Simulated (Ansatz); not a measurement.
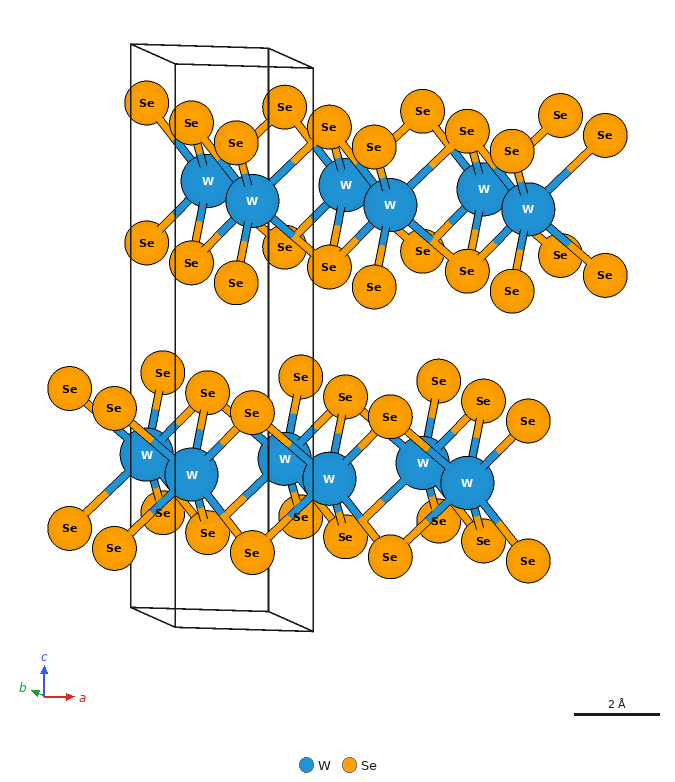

Figure 1. The input geometry (ball-and-stick view of the cell of the calculation, repeated 3 × 2 × 1, seen slightly off an axis; bonded neighbours outside the cell are drawn too).

## Geometry relaxation, with input and output: WSe$_{2}$ (part 1 of 2)

WSe$_{2}$ (P6₃/mmc, 6 atoms in the cell), computed with DFT r2SCAN+D3(BJ), scalar-relativistic, plane waves, PAW, no spin polarisation (Ansatz 0.2.0).

The structure derives from an entry of the Crystallography Open Database.

**Output**
```
Warning: the engine holds no damping parameters fitted to this dispersion correction and functional, so the run takes those fitted to r2scan beside the three-body term, which d3bj leaves out (hamiltonian.dispersion, under Limitations)
Engine: ansatz 0.2.0, x86_64-unknown-linux-gnu
Pseudopotentials: kind: paw
Pseudopotential: W, paw, valence charge 14, recommended cutoff 500 eV (meta_gga), W.paw.azcp
Pseudopotential: Se, paw, valence charge 16, recommended cutoff 500 eV (meta_gga), Se.paw.azcp
Functional definition: r2SCAN
  parameter k0 = 0.174
  parameter k1 = 0.065
  parameter a1 = 4.9479
  exchange = r2scan_x(k0 = k0, k1 = k1, a1 = a1)
  correlation = r2scan_c
Crystal: 6 atoms, lattice volume = 130.566 Å³
Basis set: ecut = 500 eV, 3265 PW (Γ), exchange–correlation on 100×100×400 points (64 copies of the dense FFT grid, shifted against one another)
Bands: 56, of which v1, the nominal top of the filled ones, is band 46 counted from 1 (45 counted from 0)
Symmetry: 24 space group operations
Space group: P63/mmc (ITA 194), of the structure as read, at distance tolerance 5.1e-5 Å
k-points: 24 of 162
Non-local potential: W, projectors of the file, l = 0: 3, l = 1: 2, l = 2: 2, l = 3: 1
Non-local potential: Se, projectors of the file, l = 0: 2, l = 1: 2, l = 2: 3, l = 3: 1
PAW form: soft (Blöchl's): semilocal exchange-correlation on the pseudo side does not see the compensation charge
PAW frozen core: W, regenerated for the run's functional (the file was generated under x = pbe(κ = 0.804, μ = 0.2195149727645171), c = pbe(β = 0.06672455060314922))
PAW frozen core: Se, regenerated for the run's functional (the file was generated under x = pbe(κ = 0.804, μ = 0.2195149727645171), c = pbe(β = 0.06672455060314922))
PAW one-centre angular grid: W, 590 points (default); XC on 160 Gauss nodes
PAW one-centre angular grid: Se, 590 points (default); XC on 160 Gauss nodes
Initial density: superposition of atomic densities (neutral atoms: chi_scale 0, normalization atom), corrected by the library's trained network
Initial wavefunctions: pseudopotential atomic-orbital guess
Functional: x = r2scan, c = r2scan; τ floored in thin density (d = 2e-4 eV/Å³)
SCF iter   1: F=—  HF=-42711.848284 eV  |F-HF|=—  |Δ(HF+E_count)|=         —  Δρ=5.55e-3  dr2=3.43e-2  dr2_τ=7.72e-2  ethr=1.77e-3  ⟨swp⟩=6.4  Hψ=4785  notcnv=0  defer=1
preconditioner: auto → Resta (q_TF=auto, 2.574 Å⁻¹)  ε∞=5.5  [insulator: Δε(μ)=1.328 eV  Ē_g=9.232 eV  σ=0.020 eV  W_gap=1.00  n_scr=40 (ndim 8)  ℏωp=19.5 eV  f_vac=0.096  D(μ)=0.00/eV (n_scr^D=0)  ε∞_Penn≈5.5]
SCF iter   2: F=—  HF=-42711.961488 eV  |F-HF|=—  |Δ(HF+E_count)|=   1.13e-1  Δρ=3.60e-3  dr2=7.23e-3  dr2_τ=1.36e-3  ethr=3.73e-5  ⟨swp⟩=2.9  Hψ=2910  notcnv=0  defer=62
SCF iter   3: F=—  HF=-42711.969577 eV  |F-HF|=—  |Δ(HF+E_count)|=   8.09e-3  Δρ=1.55e-3  dr2=1.82e-3  dr2_τ=1.44e-4  ethr=7.86e-6  ⟨swp⟩=2.0  Hψ=1796  notcnv=0  defer=62
SCF iter   4: F=—  HF=-42711.971303 eV  |F-HF|=—  |Δ(HF+E_count)|=   1.73e-3  Δρ=2.42e-4  dr2=1.50e-4  dr2_τ=1.10e-5  ethr=1.98e-6  ⟨swp⟩=2.0  Hψ=2036  notcnv=0  defer=62
SCF iter   5: F=—  HF=-42711.971291 eV  |F-HF|=—  |Δ(HF+E_count)|=   1.25e-5  Δρ=7.84e-5  dr2=6.02e-6  dr2_τ=8.79e-7  ethr=1.64e-7  ⟨swp⟩=2.0  Hψ=1531  notcnv=0  defer=62
SCF iter   6: F=—  HF=-42711.971287 eV  |F-HF|=—  |Δ(HF+E_count)|=   3.93e-6  Δρ=3.03e-5  dr2=2.38e-6  dr2_τ=6.89e-8  ethr=6.54e-9  ⟨swp⟩=2.0  Hψ=2338  notcnv=0  defer=62
SCF iter   7: F=-42711.971287 eV  HF=-42711.971287 eV  |F-HF|=4.93e-8  |Δ(HF+E_count)|=   7.01e-7  Δρ=7.09e-6  dr2=6.67e-8  dr2_τ=3.46e-9  ethr=1.09e-10  ⟨swp⟩=8.7  Hψ=5844  notcnv=0
SCF 1 converged in 7 iterations: F = -42711.971287 eV  dr2 = 6.67e-8
  greatest PAW one-centre occupation: 1.000 electrons in one spin orbital (limit 2), on the Se atom at site 4 (counted from 0), in its partial waves of l = 2
relax step   1: F+E_penalty+E_count = -42711.97128743 eV  Δ(F+E_penalty+E_count) = +0.000e0 eV  max|allowed force component| = 4.677e-1 eV/Å  Δτ_max = 0.0000 Å  P = -4.624 GPa  Ω = 130.566 Å³  fix = [volume]  reactions: volume -4.624 GPa  (7 SCF iters, dr2 threshold 1.00e-7 eV, accepted)
Basis set: ecut = 500 eV, 3279 PW (Γ), exchange–correlation on 100×100×400 points (64 copies of the dense FFT grid, shifted against one another)
Initial density: handed on by an earlier stage of this run
Initial wavefunctions: those handed on with the density
iter 1 solved again at ethr=8.32e-5 eV; its pass at ethr=3.10e-3 eV (dr2=7.66e-2 eV) is discarded
SCF iter   1: F=—  HF=-42711.812125 eV  |F-HF|=—  |Δ(HF+E_count)|=         —  Δρ=6.71e-3  dr2=7.70e-2  dr2_τ=9.60e-2  ethr=8.32e-5  ⟨swp⟩=2.7  Hψ=6336  notcnv=0
preconditioner: auto → Resta (q_TF=auto, 2.574 Å⁻¹)  ε∞=5.2  [insulator: Δε(μ)=1.183 eV  Ē_g=9.498 eV  σ=0.020 eV  W_gap=1.00  n_scr=40 (ndim 8)  ℏωp=19.5 eV  f_vac=0.145  D(μ)=0.00/eV (n_scr^D=0)  ε∞_Penn≈5.2]
SCF iter   2: F=—  HF=-42711.943618 eV  |F-HF|=—  |Δ(HF+E_count)|=   1.31e-1  Δρ=3.14e-3  dr2=9.39e-3  dr2_τ=2.55e-3  ethr=8.32e-5  ⟨swp⟩=3.0  Hψ=2153  notcnv=0
SCF iter   3: F=—  HF=-42711.944824 eV  |F-HF|=—  |Δ(HF+E_count)|=   1.21e-3  Δρ=1.72e-3  dr2=3.12e-3  dr2_τ=8.81e-5  ethr=1.02e-5  ⟨swp⟩=2.3  Hψ=2046  notcnv=0
SCF iter   4: F=—  HF=-42711.945772 eV  |F-HF|=—  |Δ(HF+E_count)|=   9.48e-4  Δρ=3.28e-4  dr2=1.72e-4  dr2_τ=7.11e-6  ethr=3.39e-6  ⟨swp⟩=3.0  Hψ=2576  notcnv=0
SCF iter   5: F=—  HF=-42711.945754 eV  |F-HF|=—  |Δ(HF+E_count)|=   1.81e-5  Δρ=1.39e-4  dr2=2.66e-5  dr2_τ=6.16e-7  ethr=1.87e-7  ⟨swp⟩=2.0  Hψ=2399  notcnv=0
SCF iter   6: F=—  HF=-42711.945768 eV  |F-HF|=—  |Δ(HF+E_count)|=   1.35e-5  Δρ=4.12e-5  dr2=4.02e-6  dr2_τ=8.57e-8  ethr=2.90e-8  ⟨swp⟩=2.0  Hψ=2376  notcnv=0
SCF iter   7: F=-42711.945770 eV  HF=-42711.945771 eV  |F-HF|=1.23e-7  |Δ(HF+E_count)|=   2.71e-6  Δρ=1.16e-5  dr2=3.67e-7  dr2_τ=2.25e-8  ethr=6.52e-10  ⟨swp⟩=3.4  Hψ=4693  notcnv=0
the search or the solves at the SCF's close seem to have found levels that the self-consistency loop had missed (the run counts 1). By its estimate they hold under 1e-12 electrons; where the run keeps them, the occupations were computed again with them
SCF 2 converged in 7 iterations: F = -42711.945770 eV  dr2 = 3.67e-7
  greatest PAW one-centre occupation: 1.000 electrons in one spin orbital (limit 2), on the Se atom at site 5 (counted from 0), in its partial waves of l = 2
relax step   2: F+E_penalty+E_count = -42711.94577038 eV  Δ(F+E_penalty+E_count) = +2.552e-2 eV  max|allowed force component| = 7.629e-1 eV/Å  Δτ_max = 0.0842 Å  P = +2.156 GPa  Ω = 130.566 Å³  energy of the carried Pulay correction = +1.669e-17 eV  fix = [volume]  (7 SCF iters, dr2 threshold 6.00e-7 eV, rejected (line search))
Basis set: ecut = 500 eV, 3289 PW (Γ), exchange–correlation on 100×100×400 points (64 copies of the dense FFT grid, shifted against one another)
iter 1 solved again at ethr=3.41e-5 eV; its pass at ethr=3.10e-3 eV (dr2=3.14e-2 eV) is discarded
SCF iter   1: F=—  HF=-42712.008468 eV  |F-HF|=—  |Δ(HF+E_count)|=         —  Δρ=4.09e-3  dr2=2.72e-2  dr2_τ=3.37e-2  ethr=3.41e-5  ⟨swp⟩=2.0  Hψ=5292  notcnv=0
preconditioner: auto → Resta (q_TF=auto, 2.574 Å⁻¹)  ε∞=5.3  [insulator: Δε(μ)=1.396 eV  Ē_g=9.352 eV  σ=0.020 eV  W_gap=1.00  n_scr=40 (ndim 8)  ℏωp=19.5 eV  f_vac=0.119  D(μ)=0.00/eV (n_scr^D=0)  ε∞_Penn≈5.3]
SCF iter   2: F=—  HF=-42712.003903 eV  |F-HF|=—  |Δ(HF+E_count)|=   4.57e-3  Δρ=1.99e-3  dr2=3.80e-3  dr2_τ=8.74e-4  ethr=2.95e-5  ⟨swp⟩=2.9  Hψ=2075  notcnv=0
SCF iter   3: F=—  HF=-42712.004370 eV  |F-HF|=—  |Δ(HF+E_count)|=   4.67e-4  Δρ=1.07e-3  dr2=1.21e-3  dr2_τ=3.17e-5  ethr=4.13e-6  ⟨swp⟩=2.5  Hψ=2164  notcnv=0
SCF iter   4: F=—  HF=-42712.004730 eV  |F-HF|=—  |Δ(HF+E_count)|=   3.60e-4  Δρ=2.03e-4  dr2=6.70e-5  dr2_τ=2.04e-6  ethr=1.32e-6  ⟨swp⟩=2.5  Hψ=2344  notcnv=0
SCF iter   5: F=—  HF=-42712.004725 eV  |F-HF|=—  |Δ(HF+E_count)|=   5.16e-6  Δρ=7.73e-5  dr2=8.68e-6  dr2_τ=2.10e-7  ethr=7.28e-8  ⟨swp⟩=2.0  Hψ=2397  notcnv=0
SCF iter   6: F=—  HF=-42712.004728 eV  |F-HF|=—  |Δ(HF+E_count)|=   3.29e-6  Δρ=2.38e-5  dr2=1.25e-6  dr2_τ=2.19e-8  ethr=9.44e-9  ⟨swp⟩=2.0  Hψ=2400  notcnv=0
SCF iter   7: F=—  HF=-42712.004718 eV  |F-HF|=—  |Δ(HF+E_count)|=   1.01e-5  Δρ=6.65e-6  dr2=1.31e-7  dr2_τ=6.06e-9  ethr=1.36e-9  ⟨swp⟩=2.0  Hψ=1776  notcnv=0
SCF iter   8: F=—  HF=-42712.004718 eV  |F-HF|=—  |Δ(HF+E_count)|=   9.87e-9  Δρ=1.56e-6  dr2=3.34e-9  dr2_τ=1.22e-10  ethr=1.43e-10  ⟨swp⟩=2.0  Hψ=1689  notcnv=0
SCF iter   9: F=-42712.004718 eV  HF=-42712.004718 eV  |F-HF|=1.38e-10  |Δ(HF+E_count)|=   2.27e-9  Δρ=3.11e-7  dr2=1.20e-10  dr2_τ=7.13e-12  ethr=1.00e-12  ⟨swp⟩=3.2  Hψ=5248  notcnv=0
SCF 3 converged in 9 iterations: F = -42712.004718 eV  dr2 = 1.20e-10
relax step   3: F+E_penalty+E_count = -42712.00471804 eV  Δ(F+E_penalty+E_count) = -3.343e-2 eV  max|allowed force component| = 7.791e-2 eV/Å  Δτ_max = 0.0324 Å  P = -2.230 GPa  Ω = 130.566 Å³  fix = [volume]  reactions: volume -2.230 GPa  (9 SCF iters, accepted)
iter 1 solved again at ethr=1.44e-6 eV; its pass at ethr=3.10e-3 eV (dr2=1.32e-3 eV) is discarded
SCF iter   1: F=—  HF=-42712.003617 eV  |F-HF|=—  |Δ(HF+E_count)|=         —  Δρ=8.32e-4  dr2=1.37e-3  dr2_τ=2.72e-3  ethr=1.44e-6  ⟨swp⟩=3.0  Hψ=6117  notcnv=0
preconditioner: auto → Resta (q_TF=auto, 2.574 Å⁻¹)  ε∞=5.3  [insulator: Δε(μ)=1.424 eV  Ē_g=9.365 eV  σ=0.020 eV  W_gap=1.00  n_scr=40 (ndim 8)  ℏωp=19.5 eV  f_vac=0.126  D(μ)=0.00/eV (n_scr^D=0)  ε∞_Penn≈5.3]
SCF iter   2: F=—  HF=-42712.006007 eV  |F-HF|=—  |Δ(HF+E_count)|=   2.39e-3  Δρ=3.98e-4  dr2=1.12e-4  dr2_τ=3.53e-5  ethr=1.44e-6  ⟨swp⟩=2.0  Hψ=2108  notcnv=0
SCF iter   3: F=—  HF=-42712.006031 eV  |F-HF|=—  |Δ(HF+E_count)|=   2.38e-5  Δρ=2.02e-4  dr2=3.98e-5  dr2_τ=1.53e-6  ethr=1.22e-7  ⟨swp⟩=2.9  Hψ=2437  notcnv=0
SCF iter   4: F=—  HF=-42712.006049 eV  |F-HF|=—  |Δ(HF+E_count)|=   1.82e-5  Δρ=4.26e-5  dr2=3.12e-6  dr2_τ=2.16e-7  ethr=4.32e-8  ⟨swp⟩=2.8  Hψ=2114  notcnv=0
SCF iter   5: F=-42712.006049 eV  HF=-42712.006049 eV  |F-HF|=1.70e-7  |Δ(HF+E_count)|=   2.79e-7  Δρ=1.60e-5  dr2=3.07e-7  dr2_τ=9.50e-9  ethr=4.12e-10  ⟨swp⟩=3.2  Hψ=5306  notcnv=0
SCF 4 converged in 5 iterations: F = -42712.006049 eV  dr2 = 3.07e-7
relax step   4: F+E_penalty+E_count = -42712.00604934 eV  Δ(F+E_penalty+E_count) = -1.331e-3 eV  max|allowed force component| = 1.140e-2 eV/Å  Δτ_max = 0.0092 Å  P = -1.560 GPa  Ω = 130.566 Å³  fix = [volume]  reactions: volume -1.560 GPa  (5 SCF iters, dr2 threshold 3.79e-7 eV, accepted)
iter 1 solved again at ethr=7.44e-8 eV; its pass at ethr=3.10e-3 eV (dr2=6.84e-5 eV) is discarded
SCF iter   1: F=—  HF=-42712.006012 eV  |F-HF|=—  |Δ(HF+E_count)|=         —  Δρ=1.79e-4  dr2=6.21e-5  dr2_τ=2.02e-4  ethr=7.44e-8  ⟨swp⟩=3.1  Hψ=5872  notcnv=0
preconditioner: auto → Resta (q_TF=auto, 2.574 Å⁻¹)  ε∞=5.3  [insulator: Δε(μ)=1.417 eV  Ē_g=9.369 eV  σ=0.020 eV  W_gap=1.00  n_scr=40 (ndim 8)  ℏωp=19.5 eV  f_vac=0.126  D(μ)=0.00/eV (n_scr^D=0)  ε∞_Penn≈5.3]
SCF iter   2: F=—  HF=-42712.006168 eV  |F-HF|=—  |Δ(HF+E_count)|=   1.56e-4  Δρ=8.14e-5  dr2=7.39e-6  dr2_τ=9.43e-7  ethr=6.75e-8  ⟨swp⟩=2.0  Hψ=1920  notcnv=0
SCF iter   3: F=—  HF=-42712.006169 eV  |F-HF|=—  |Δ(HF+E_count)|=   9.55e-7  Δρ=3.34e-5  dr2=1.62e-6  dr2_τ=1.07e-7  ethr=8.03e-9  ⟨swp⟩=2.0  Hψ=1594  notcnv=0
SCF iter   4: F=—  HF=-42712.006169 eV  |F-HF|=—  |Δ(HF+E_count)|=   2.25e-7  Δρ=7.60e-6  dr2=1.14e-7  dr2_τ=6.33e-9  ethr=1.76e-9  ⟨swp⟩=3.0  Hψ=2400  notcnv=0
SCF iter   5: F=-42712.006169 eV  HF=-42712.006169 eV  |F-HF|=2.79e-9  |Δ(HF+E_count)|=   1.41e-8  Δρ=3.62e-6  dr2=1.63e-8  dr2_τ=1.51e-9  ethr=7.63e-11  ⟨swp⟩=4.5  Hψ=4224  notcnv=0
SCF 5 converged in 5 iterations: F = -42712.006169 eV  dr2 = 1.63e-8
relax step   5: F+E_penalty+E_count = -42712.00616920 eV  Δ(F+E_penalty+E_count) = -1.199e-4 eV  max|allowed force component| = 1.009e-2 eV/Å  Δτ_max = 0.0007 Å  P = -1.585 GPa  Ω = 130.566 Å³  energy of the carried Pulay correction = +8.343e-18 eV  fix = [volume]  reactions: volume -1.585 GPa  (5 SCF iters, dr2 threshold 7.02e-8 eV, accepted)
iter 1 solved again at ethr=2.06e-9 eV; its pass at ethr=3.10e-3 eV (dr2=1.89e-6 eV) is discarded
SCF iter   1: F=—  HF=-42712.006181 eV  |F-HF|=—  |Δ(HF+E_count)|=         —  Δρ=3.69e-5  dr2=1.80e-6  dr2_τ=4.82e-6  ethr=2.06e-9  ⟨swp⟩=3.0  Hψ=5694  notcnv=0
preconditioner: auto → Resta (q_TF=auto, 2.574 Å⁻¹)  ε∞=5.3  [insulator: Δε(μ)=1.417 eV  Ē_g=9.367 eV  σ=0.020 eV  W_gap=1.00  n_scr=40 (ndim 8)  ℏωp=19.5 eV  f_vac=0.126  D(μ)=0.00/eV (n_scr^D=0)  ε∞_Penn≈5.3]
SCF iter   2: F=—  HF=-42712.006184 eV  |F-HF|=—  |Δ(HF+E_count)|=   2.68e-6  Δρ=1.62e-5  dr2=4.22e-7  dr2_τ=3.52e-8  ethr=1.96e-9  ⟨swp⟩=2.0  Hψ=1920  notcnv=0
SCF iter   3: F=—  HF=-42712.006184 eV  |F-HF|=—  |Δ(HF+E_count)|=   1.39e-8  Δρ=8.05e-6  dr2=1.12e-7  dr2_τ=1.38e-8  ethr=4.59e-10  ⟨swp⟩=2.0  Hψ=1643  notcnv=0
SCF iter   4: F=—  HF=-42712.006184 eV  |F-HF|=—  |Δ(HF+E_count)|=   7.11e-9  Δρ=2.38e-6  dr2=1.02e-8  dr2_τ=1.02e-9  ethr=1.21e-10  ⟨swp⟩=2.0  Hψ=1650  notcnv=0
SCF iter   5: F=-42712.006184 eV  HF=-42712.006184 eV  |F-HF|=6.55e-11  |Δ(HF+E_count)|=  3.64e-10  Δρ=7.86e-7  dr2=8.50e-10  dr2_τ=4.21e-11  ethr=6.92e-12  ⟨swp⟩=4.4  Hψ=4126  notcnv=0
SCF 6 converged in 5 iterations: F = -42712.006184 eV  dr2 = 8.50e-10
relax step   6: F+E_penalty+E_count = -42712.00618375 eV  Δ(F+E_penalty+E_count) = -1.455e-5 eV  max|allowed force component| = 1.446e-5 eV/Å  Δτ_max = 0.0003 Å  P = -1.613 GPa  Ω = 130.566 Å³  fix = [volume]  reactions: volume -1.613 GPa  (5 SCF iters, dr2 threshold 6.37e-9 eV, accepted)
Initial wavefunctions: pseudopotential atomic-orbital guess (no wavefunctions were taken with the density)
iter 1 solved again at ethr=2.70e-8 eV; its pass at ethr=3.10e-3 eV (dr2=2.48e-5 eV) is discarded
SCF iter   1: F=—  HF=-42712.006112 eV  |F-HF|=—  |Δ(HF+E_count)|=         —  Δρ=7.94e-5  dr2=2.38e-7  dr2_τ=1.23e-6  ethr=2.70e-8  ⟨swp⟩=4.1  Hψ=8814  notcnv=0
preconditioner: auto → Resta (q_TF=auto, 2.574 Å⁻¹)  ε∞=5.3  [insulator: Δε(μ)=1.418 eV  Ē_g=9.367 eV  σ=0.020 eV  W_gap=1.00  n_scr=40 (ndim 8)  ℏωp=19.5 eV  f_vac=0.125  D(μ)=0.00/eV (n_scr^D=0)  ε∞_Penn≈5.3]
SCF iter   2: F=—  HF=-42712.006188 eV  |F-HF|=—  |Δ(HF+E_count)|=   7.62e-5  Δρ=4.02e-5  dr2=6.07e-8  dr2_τ=6.93e-7  ethr=2.59e-10  ⟨swp⟩=2.9  Hψ=2407  notcnv=0
SCF iter   3: F=—  HF=-42712.006206 eV  |F-HF|=—  |Δ(HF+E_count)|=   1.77e-5  Δρ=1.15e-6  dr2=8.60e-10  dr2_τ=4.15e-10  ethr=6.60e-11  ⟨swp⟩=3.0  Hψ=2036  notcnv=0
SCF iter   4: F=—  HF=-42712.006206 eV  |F-HF|=—  |Δ(HF+E_count)|=   4.58e-9  Δρ=3.84e-7  dr2=4.06e-10  dr2_τ=4.02e-11  ethr=1.00e-12  ⟨swp⟩=5.8  Hψ=4949  notcnv=0
SCF iter   5: F=-42712.006206 eV  HF=-42712.006206 eV  |F-HF|=7.28e-12  |Δ(HF+E_count)|=  1.46e-11  Δρ=1.60e-7  dr2=5.20e-11  dr2_τ=7.01e-12  ethr=1.00e-12  ⟨swp⟩=4.6  Hψ=4010  notcnv=0
SCF 7 converged in 5 iterations: F = -42712.006206 eV  dr2 = 5.20e-11
relax step   7: F+E_penalty+E_count = -42712.00620557 eV  Δ(F+E_penalty+E_count) = -2.182e-5 eV  max|allowed force component| = 5.170e-6 eV/Å  Δτ_max = 0.0000 Å  P = -1.613 GPa  Ω = 130.566 Å³  fix = [volume]  reactions: volume -1.613 GPa  stress off target by 3.06e-3 GPa on what of the cell is left free  SCF on the basis re-selected at this cell (its energy is not comparable with the rows above)  (5 SCF iters)
```

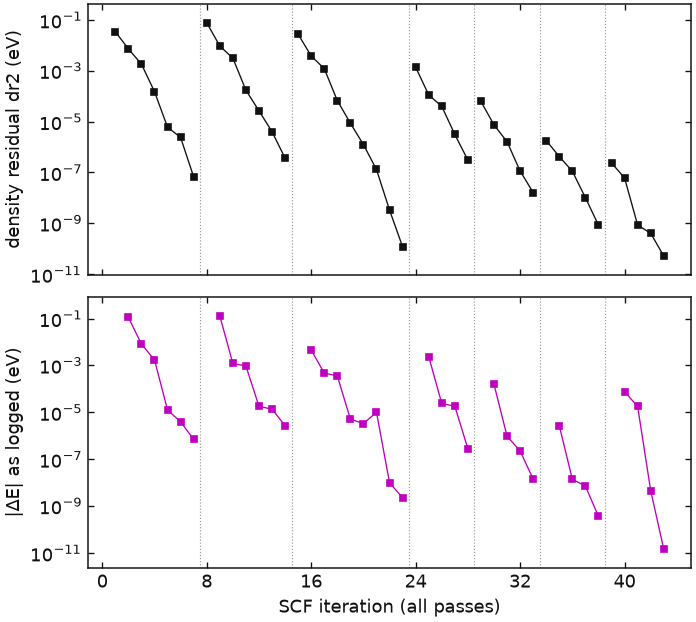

Figure 2. Convergence of the self-consistent field: density residual dr2 and size of the energy change against the SCF iteration. The dotted lines part the SCF passes of the relaxation: geometry steps, rejected trials and re-solves on a re-selected basis. The 7 passes take 5 to 9 iterations each, 43 in all.
